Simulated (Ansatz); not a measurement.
**Single-point calculation, with input and output: Ge$_{48}$Si (part 2 of 2)**

Ge$_{48}$Si (defect cell, 49 atoms in the cell); DFT PBE, scalar-relativistic, plane waves, PAW, spin-polarised (Ansatz 0.2.0); cutoff 420 eV, 2×2×2 k-mesh, Gaussian smearing of 0.05 eV, collinear spins. The structure derives from a Materials Project entry.

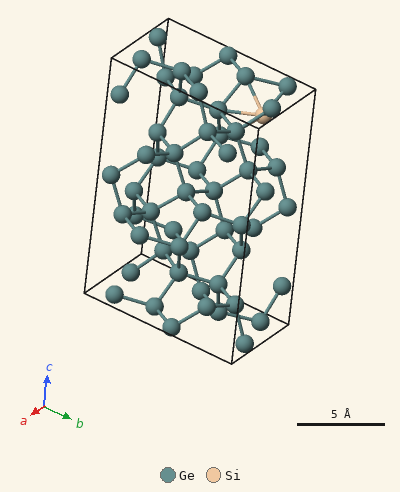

**Figure 1.** The structure as given in the input (ball-and-stick view of the cell of the calculation, seen slightly off an axis). An atom can appear more than once, as a periodic image.

What the program printed, continued
```
--- Forces (eV/Å), atoms counted from 1 ---
  atom   1  Ge    -0.00297394    -0.00165077     0.00173575
  atom   2  Ge    -0.00377479     0.00354920    -0.00848246
  atom   3  Ge    -0.00167218    -0.00069977     0.00113310
  atom   4  Ge     0.00073275     0.00365495     0.00058522
  atom   5  Ge    -0.00107497    -0.00184502    -0.00000319
  atom   6  Ge     0.00284528    -0.00036538     0.00052651
  atom   7  Ge    -0.00082131    -0.00071461     0.00152105
  atom   8  Ge    -0.00057635    -0.00058511    -0.00088801
  atom   9  Ge    -0.00029554    -0.00211969    -0.00399832
  atom  10  Ge    -0.00198702     0.00152184     0.00049671
  atom  11  Ge     0.00879284     0.00539437     0.00497571
  atom  12  Ge     0.00118576    -0.00284785    -0.00017544
  atom  13  Ge     0.00263632     0.00091849     0.00176623
  atom  14  Ge    -0.00498386    -0.00312824     0.01449786
  atom  15  Ge     0.00059835     0.00044613     0.00011304
  atom  16  Ge    -0.00102552    -0.00349368    -0.00038169
  atom  17  Ge     0.00136398     0.00093146    -0.00136499
  atom  18  Ge     0.00097511     0.00138166     0.00307072
  atom  19  Ge     0.00342920    -0.00012603    -0.00013315
  atom  20  Ge    -0.00110712     0.00079711     0.00095482
  atom  21  Ge     0.00140222     0.00670128     0.00103394
  atom  22  Ge     0.00177715    -0.00069543    -0.00017861
  atom  23  Ge     0.00046053    -0.00040561     0.00125460
  atom  24  Ge    -0.00110522     0.00110918     0.00548489
  atom  25  Ge    -0.00295203     0.00334925     0.00780863
  atom  26  Ge    -0.00334497    -0.00160883    -0.00161282
  atom  27  Ge     0.00042938     0.00372205    -0.00078328
  atom  28  Ge    -0.00189745    -0.00114878    -0.00110913
  atom  29  Ge     0.00257774    -0.00044243    -0.00066470
  atom  30  Ge    -0.00142496    -0.00162627    -0.00010674
  atom  31  Ge    -0.00049658    -0.00031678     0.00096835
  atom  32  Ge    -0.00070123    -0.00102148    -0.00158419
  atom  33  Ge    -0.00213086     0.00152191    -0.00058286
  atom  34  Ge    -0.00029753    -0.00226977     0.00391611
  atom  35  Ge     0.00157681    -0.00278174     0.00014289
  atom  36  Ge     0.00873178     0.00471451    -0.00560942
  atom  37  Ge     0.00249067     0.00071766    -0.00092371
  atom  38  Ge    -0.00436799    -0.00376513    -0.01384704
  atom  39  Ge     0.00093936     0.00014060    -0.00021551
  atom  40  Ge    -0.00087743    -0.00337305     0.00051543
  atom  41  Ge     0.00165464     0.00074573     0.00131837
  atom  42  Ge     0.00131247     0.00111319    -0.00311569
  atom  43  Ge     0.00385894    -0.00021462     0.00027434
  atom  44  Ge    -0.00089393     0.00077725    -0.00103864
  atom  45  Ge     0.00175258     0.00668194    -0.00097501
  atom  46  Ge     0.00206313    -0.00077367     0.00023996
  atom  47  Ge     0.00038851    -0.00058653    -0.00090508
  atom  48  Ge    -0.00099630     0.00108766    -0.00541415
  atom  49  Si    -0.01219859    -0.01237354    -0.00024021
  max |Σ_I F_I| component: 2.38e-6 eV/Å
--- Band table (eV; the first three rows and the last of 16) ---
  k-point 0 ↑: bands = ["-16.3064", "-16.2889", "-16.2806", "-16.2696", "-16.2659", "-16.2614", "-16.2534", "-16.2512", "-16.2502", "-16.2386", ... 197 levels left out ..., "-15.8621", "-15.8619", "-15.8600", "-15.8521", "-15.8484", "-15.8453", "-15.8449", "-15.8423", "-15.8408", "-15.8401", "-15.8379", "-15.8338", "-15.8301", "-15.8278", "-15.8262", "-15.8237", "-15.8195", "-15.8189", "-15.8160", "-15.8151", "-15.8147", "-15.8115", "-15.8087", "-15.8063", "-15.8045", "-15.7973", "-15.7968", "-15.7948", "-15.7938",
      "-15.7877", "-15.7856", "-15.7793", "-15.7739", "-4.2766", "-3.5051", "-3.2584", "-2.8524", "-2.6332", "-2.5915", "-2.5268", "-2.5247", "-2.5198", "-2.5175", "-2.4891", "-2.1539", "-2.1134", "-1.6569", "-1.5605", "-1.5294", "-1.4779", "-1.2875", "-1.2758", "-1.2262", "-1.2196", "-1.1994", "-1.1570", "-0.6082", "0.0130", "0.3516", "0.6923", "0.7538", "0.7646", "0.7721", "0.8202", "1.0090", "1.0193", "1.0501", "1.0713", "1.0875",
      "1.8596", "2.1301", "2.4013", "2.4915", "2.5411", "2.5594", "2.5731", "2.5752", "2.5900", "2.6921", "3.6801", "3.9020", "4.0997", "4.1116", "4.1552", "4.2030", "4.6446", "4.8625", "4.9124", "5.0402", "5.1899", "5.1945", "5.3170", "5.4677", "5.4683", "5.5657", "5.6920", "5.6990", "5.8462", "5.8614", "5.8858", "5.9226", "5.9441", "5.9594", "5.9653", "6.0025", "6.0073", "6.0460", "6.0479", "6.0862",
      "6.0866", "6.1163", "6.1248", "6.1342", "6.1438", "6.1637", "6.2424", "6.2520", "6.2665", "6.2925", "7.0418", "7.0689", "7.0719", "7.1141", "7.1948", "7.2066", "7.2291", "7.4058", "8.3811", "8.5316", "8.6099", "8.7257", "8.7561", "9.0661", "9.0895", "9.1295", "9.2035", "9.4678", "9.7655", "9.8214", "9.8568", "10.1813", "10.3811", "10.5500", "10.6623", "10.7027", "10.7258", "10.8206", "10.8347", "10.8564",
      "10.9006", "10.9284", "10.9491", "10.9660", "10.9701", "11.0011", "11.0108", "11.0882", "11.1149", "11.3279", "11.4730", "11.4944", "11.6618", "11.6809", "11.7471", "11.8084", "11.8519", "11.8813", "11.9197", "11.9557", "12.0570", "12.1495", "12.3087", "12.3355", "12.4371", "12.5833", "12.8867", "12.8888", "12.9800", "13.0549", "13.0977", "13.1328", "13.1560", "13.1580", "13.1688", "13.1871", "13.2184", "13.2509", "13.2729", "13.2890",
      "13.2977", "13.3932", "13.5583", "13.5665", "13.6261", "13.7271", "13.8041", "13.9814", "14.0109", "14.0593", "14.1770"]
  k-point 1 ↑: bands = ["-16.3064", "-16.2889", "-16.2806", "-16.2694", "-16.2659", "-16.2614", "-16.2534", "-16.2512", "-16.2503", "-16.2387", ... 197 levels left out ..., "-15.8624", "-15.8612", "-15.8590", "-15.8511", "-15.8505", "-15.8445", "-15.8429", "-15.8426", "-15.8411", "-15.8398", "-15.8363", "-15.8346", "-15.8296", "-15.8256", "-15.8255", "-15.8242", "-15.8195", "-15.8187", "-15.8163", "-15.8155", "-15.8152", "-15.8122", "-15.8087", "-15.8061", "-15.8055", "-15.7977", "-15.7963", "-15.7949", "-15.7938",
      "-15.7878", "-15.7856", "-15.7795", "-15.7740", "-4.1634", "-3.8970", "-3.0657", "-2.7900", "-2.7685", "-2.7168", "-2.3990", "-2.2911", "-2.1262", "-2.0761", "-2.0309", "-1.9934", "-1.9884", "-1.9745", "-1.9345", "-1.9203", "-1.8870", "-1.8844", "-1.8805", "-1.8330", "-0.7819", "-0.6259", "-0.2634", "-0.1913", "-0.1482", "-0.1072", "0.2335", "0.3174", "0.6837", "1.0602", "1.2863", "1.4145", "1.4230", "1.4651", "1.4836", "1.5518",
      "1.5593", "1.5653", "1.6860", "1.7831", "2.3473", "2.3677", "2.4521", "2.8083", "2.8615", "2.9136", "2.9740", "3.9731", "4.0649", "4.1129", "4.3128", "4.3936", "4.7117", "4.7599", "5.0299", "5.0489", "5.2762", "5.5394", "5.5769", "5.6202", "5.6714", "5.7324", "5.7562", "5.7799", "5.8035", "5.8040", "5.8135", "5.8162", "5.8589", "5.8645", "5.9062", "5.9677", "6.0052", "6.0824", "6.0846", "6.1298",
      "6.1502", "6.1819", "6.1935", "6.2245", "6.2576", "6.2853", "6.2910", "6.3174", "6.3757", "6.4074", "6.5643", "6.6374", "6.7981", "6.8428", "6.8545", "6.8879", "7.3769", "8.0397", "8.1170", "8.2023", "8.2817", "9.1600", "9.3759", "9.4023", "9.6244", "9.6726", "9.7675", "9.7754", "9.8265", "9.8556", "9.8814", "9.9169", "9.9609", "10.0081", "10.0846", "10.1885", "10.1998", "10.2441", "10.4952", "10.6068",
      "10.6831", "10.7378", "10.7768", "10.8901", "10.9613", "11.0544", "11.1260", "11.2535", "11.3474", "11.3580", "11.3865", "11.4304", "11.4577", "11.6037", "11.7598", "11.8562", "11.9020", "11.9532", "11.9536", "12.0517", "12.1075", "12.1092", "12.1479", "12.1915", "12.1985", "12.4362", "12.4871", "12.5537", "12.7057", "13.0584", "13.0863", "13.3170", "13.3447", "13.3862", "13.6027", "13.6238", "13.6701", "13.7173", "13.7609", "13.8050",
      "13.8430", "13.8442", "13.9458", "13.9546", "14.0036", "14.0268", "14.0562", "14.0801", "14.1743", "14.1941", "14.2264"]
  k-point 2 ↑: bands = ["-16.3063", "-16.2890", "-16.2802", "-16.2697", "-16.2644", "-16.2617", "-16.2536", "-16.2515", "-16.2487", "-16.2399", ... 197 levels left out ..., "-15.8614", "-15.8587", "-15.8571", "-15.8552", "-15.8501", "-15.8480", "-15.8459", "-15.8442", "-15.8421", "-15.8363", "-15.8344", "-15.8334", "-15.8322", "-15.8296", "-15.8254", "-15.8237", "-15.8209", "-15.8181", "-15.8163", "-15.8148", "-15.8120", "-15.8096", "-15.8081", "-15.8042", "-15.8010", "-15.7977", "-15.7963", "-15.7955", "-15.7945",
      "-15.7876", "-15.7857", "-15.7795", "-15.7767", "-4.0221", "-3.7183", "-3.4192", "-3.2727", "-2.7142", "-2.5791", "-2.4860", "-2.4706", "-2.3999", "-2.3888", "-2.1293", "-2.1182", "-1.9938", "-1.9750", "-1.8198", "-1.7427", "-1.2600", "-1.2312", "-1.2055", "-1.1902", "-0.9202", "-0.8974", "-0.8639", "-0.8138", "0.1863", "0.2738", "0.2983", "0.4869", "0.5895", "0.6576", "0.7284", "0.7583", "1.3216", "1.3325", "1.4317", "1.6318",
      "1.7878", "1.8670", "1.8965", "1.9086", "2.2231", "2.2798", "2.3303", "2.3591", "2.8420", "3.9569", "4.0054", "4.1169", "4.2901", "4.3625", "4.4194", "4.4880", "4.5490", "4.5869", "4.6077", "4.6834", "4.8961", "4.9418", "5.2154", "5.2340", "5.2793", "5.3299", "5.4266", "5.4476", "5.4952", "5.5461", "5.5718", "5.5998", "5.6660", "5.6782", "5.7175", "5.7556", "6.1491", "6.2193", "6.3131", "6.3341",
      "6.3959", "6.4541", "6.5448", "6.5969", "6.6019", "6.6380", "6.6493", "6.7941", "6.8103", "6.8213", "6.8343", "6.8515", "7.1755", "7.2134", "7.3177", "7.4201", "7.4750", "7.4852", "7.6677", "7.8445", "7.9486", "8.9021", "9.2015", "9.2490", "9.3253", "9.5160", "9.5455", "9.7730", "9.8797", "9.9795", "10.0096", "10.1692", "10.1921", "10.2534", "10.2680", "10.3067", "10.3169", "10.3491", "10.3993", "10.4742",
      "10.5314", "10.8357", "10.8406", "10.9439", "11.0344", "11.1829", "11.3767", "11.3901", "11.4364", "11.4808", "11.5047", "11.5263", "11.5749", "11.6032", "11.7715", "11.9121", "11.9544", "12.0336", "12.0566", "12.0977", "12.1120", "12.1736", "12.2183", "12.2739", "12.3684", "12.4235", "12.4710", "12.4850", "12.5063", "12.5529", "12.6046", "12.7003", "12.7659", "12.8786", "12.9374", "12.9689", "13.0287", "13.0584", "13.0926", "13.2597",
      "13.3625", "13.4636", "13.6031", "13.6892", "13.7114", "13.8432", "13.8671", "13.9538", "14.0769", "14.0937", "14.2251"]
  k-point 7 ↓: bands = ["-16.3067", "-16.2886", "-16.2802", "-16.2706", "-16.2630", "-16.2619", "-16.2541", "-16.2524", "-16.2492", "-16.2417", ... 197 levels left out ..., "-15.8630", "-15.8592", "-15.8589", "-15.8544", "-15.8512", "-15.8472", "-15.8457", "-15.8453", "-15.8413", "-15.8400", "-15.8342", "-15.8338", "-15.8321", "-15.8301", "-15.8259", "-15.8255", "-15.8199", "-15.8192", "-15.8188", "-15.8167", "-15.8155", "-15.8084", "-15.8066", "-15.8050", "-15.8038", "-15.7994", "-15.7939", "-15.7934", "-15.7917",
      "-15.7894", "-15.7883", "-15.7756", "-15.7750", "-3.8698", "-3.3994", "-3.3274", "-3.3041", "-3.2411", "-3.2311", "-2.6914", "-2.5634", "-2.5513", "-2.4963", "-2.1800", "-2.1678", "-1.5732", "-1.5152", "-1.2665", "-1.2063", "-1.1506", "-1.1425", "-1.0892", "-1.0753", "-1.0298", "-0.9739", "-0.6572", "-0.5067", "0.0016", "0.0198", "0.1369", "0.4561", "0.4793", "0.5027", "0.5690", "0.7248", "0.7745", "0.7801", "0.7851", "0.8162",
      "1.8509", "1.8745", "2.2410", "2.5215", "2.5324", "2.5655", "2.5800", "3.7815", "3.7926", "3.9737", "3.9767", "4.0194", "4.1158", "4.1614", "4.1853", "4.2025", "4.2437", "4.2489", "4.2769", "4.2979", "4.3760", "4.4122", "4.9755", "5.0445", "5.3412", "5.3509", "5.5083", "5.5502", "5.6848", "5.7444", "5.7465", "5.8608", "5.9087", "5.9149", "5.9764", "5.9988", "6.0248", "6.0450", "6.1182", "6.1184",
      "6.2302", "6.2519", "6.5861", "6.6157", "6.6215", "6.6290", "6.8980", "6.9531", "7.0595", "7.1023", "7.1097", "7.1592", "7.2182", "7.2260", "7.2338", "7.2500", "7.4881", "7.7332", "7.7886", "7.7984", "7.8170", "8.6213", "9.1524", "9.1586", "9.2462", "9.3513", "9.4071", "9.5167", "9.6625", "9.8369", "9.8861", "9.9224", "10.2047", "10.2880", "10.4846", "10.5956", "10.6887", "10.7592", "10.8369", "10.8495",
      "10.8711", "10.9234", "10.9294", "10.9778", "10.9789", "11.0653", "11.0943", "11.1538", "11.4225", "11.4664", "11.4948", "11.5256", "11.6027", "11.7495", "11.8673", "11.8808", "11.8848", "11.9265", "12.0056", "12.0343", "12.0586", "12.1349", "12.1871", "12.2023", "12.2269", "12.2871", "12.3562", "12.5257", "12.6976", "12.7918", "12.8141", "12.8410", "12.8793", "12.9401", "13.0088", "13.0300", "13.0473", "13.1178", "13.1654", "13.1969",
      "13.2730", "13.3605", "13.4307", "13.5425", "13.5946", "13.8829", "13.9278", "14.0462", "14.0748", "14.1196", "14.1552"]
--- Löwdin populations: 49 sites ---
  site symbol       q [e]    m [muB]
     0     Ge     13.9800     0.0000
     1     Ge     13.9782     0.0000
     2     Ge     13.9798     0.0000
     3     Ge     13.9860     0.0000
     4     Ge     13.9799    -0.0000
     5     Ge     13.9814    -0.0000
     6     Ge     13.9817    -0.0000
     7     Ge     13.9847     0.0000
     8     Ge     13.9834    -0.0000
     9     Ge     13.9848    -0.0000
    10     Ge     13.9741    -0.0000
    11     Ge     13.9862    -0.0000
    12     Ge     13.9876     0.0000
    13     Ge     13.9607    -0.0000
    14     Ge     13.9709     0.0000
    15     Ge     13.9745     0.0000
    16     Ge     13.9792    -0.0000
    17     Ge     13.9847     0.0000
    18     Ge     13.9935     0.0000
    19     Ge     13.9810    -0.0000
    20     Ge     13.9787     0.0000
    21     Ge     13.9820     0.0000
    22     Ge     13.9817     0.0000
    23     Ge     13.9711    -0.0000
    24     Ge     13.9782     0.0000
    25     Ge     13.9800     0.0000
    26     Ge     13.9860     0.0000
    27     Ge     13.9798     0.0000
    28     Ge     13.9814    -0.0000
    29     Ge     13.9799    -0.0000
    30     Ge     13.9847     0.0000
    31     Ge     13.9817    -0.0000
    32     Ge     13.9848    -0.0000
    33     Ge     13.9834    -0.0000
    34     Ge     13.9862    -0.0000
    35     Ge     13.9740    -0.0000
    36     Ge     13.9877     0.0000
    37     Ge     13.9607    -0.0000
    38     Ge     13.9709     0.0000
    39     Ge     13.9745     0.0000
    40     Ge     13.9792    -0.0000
    41     Ge     13.9847     0.0000
    42     Ge     13.9935     0.0000
    43     Ge     13.9810    -0.0000
    44     Ge     13.9787     0.0000
    45     Ge     13.9820     0.0000
    46     Ge     13.9817     0.0000
    47     Ge     13.9711    -0.0000
    48     Si      3.8345    -0.0000
  spilling = 0.001648 (of n_electrons = 676.000000)
--- Bader charges: 49 sites ---
  site symbol  charge [e]  shift [e]    m [muB]
     0     Ge      0.0041     0.0001     0.0000
     1     Ge     -0.0766     0.0005     0.0000
     2     Ge      0.0043     0.0001     0.0000
     3     Ge      0.0020     0.0001     0.0000
     4     Ge      0.0033     0.0000     0.0000
     5     Ge     -0.0012     0.0000     0.0000
     6     Ge     -0.0008     0.0000     0.0000
     7     Ge     -0.0019     0.0000     0.0000
     8     Ge      0.0171     0.0001     0.0000
     9     Ge     -0.0028     0.0000     0.0000
    10     Ge     -0.0339     0.0001     0.0000
    11     Ge     -0.0020     0.0000     0.0000
    12     Ge      0.0185     0.0000     0.0000
    13     Ge     -0.0387     0.0009     0.0000
    14     Ge      0.0148     0.0000     0.0000
    15     Ge      0.0065     0.0000     0.0000
    16     Ge      0.0043     0.0000     0.0000
    17     Ge     -0.0025     0.0000     0.0000
    18     Ge     -0.0088     0.0000     0.0000
    19     Ge      0.0019     0.0000     0.0000
    20     Ge      0.0072     0.0000     0.0000
    21     Ge     -0.0026     0.0000     0.0000
    22     Ge      0.0007     0.0000     0.0000
    23     Ge      0.0134     0.0000     0.0000
    24     Ge     -0.0764     0.0005     0.0000
    25     Ge      0.0041     0.0001     0.0000
    26     Ge      0.0020     0.0001     0.0000
    27     Ge      0.0042     0.0001     0.0000
    28     Ge     -0.0010     0.0000     0.0000
    29     Ge      0.0035     0.0000     0.0000
    30     Ge     -0.0021     0.0000     0.0000
    31     Ge     -0.0008     0.0000     0.0000
    32     Ge     -0.0029     0.0000     0.0000
    33     Ge      0.0171     0.0001     0.0000
    34     Ge     -0.0019     0.0000     0.0000
    35     Ge     -0.0338     0.0001     0.0000
    36     Ge      0.0185     0.0000     0.0000
    37     Ge     -0.0387     0.0009     0.0000
    38     Ge      0.0148     0.0000     0.0000
    39     Ge      0.0065     0.0000     0.0000
    40     Ge      0.0043     0.0000     0.0000
    41     Ge     -0.0026     0.0000     0.0000
    42     Ge     -0.0088     0.0000     0.0000
    43     Ge      0.0019     0.0000     0.0000
    44     Ge      0.0072     0.0000     0.0000
    45     Ge     -0.0026     0.0000     0.0000
    46     Ge      0.0007     0.0000     0.0000
    47     Ge      0.0134     0.0000     0.0000
    48     Si      0.1475     0.0044     0.0000
  estimated error of the sums over rays = 4.7e-4 e
```

Key numbers

- outcome: converged
- electrons treated: 676
- free energy: −206790.1523 eV
- Fermi energy: 9.000 eV
- gap on the k-point mesh: none (metallic)
- net moment of the cell: 0.00 μB
- integrated absolute moment: 0.00 μB
- largest force (length of the vector): 0.017 eV/Å
- hardware: 8 threads of Arm Neoverse V2, 24 GiB of memory available, shared host
- wall time: 3.9 min (CPU time 30 min)
- peak memory: 12 GiB

Notes on the run: some starting moments were not kept.
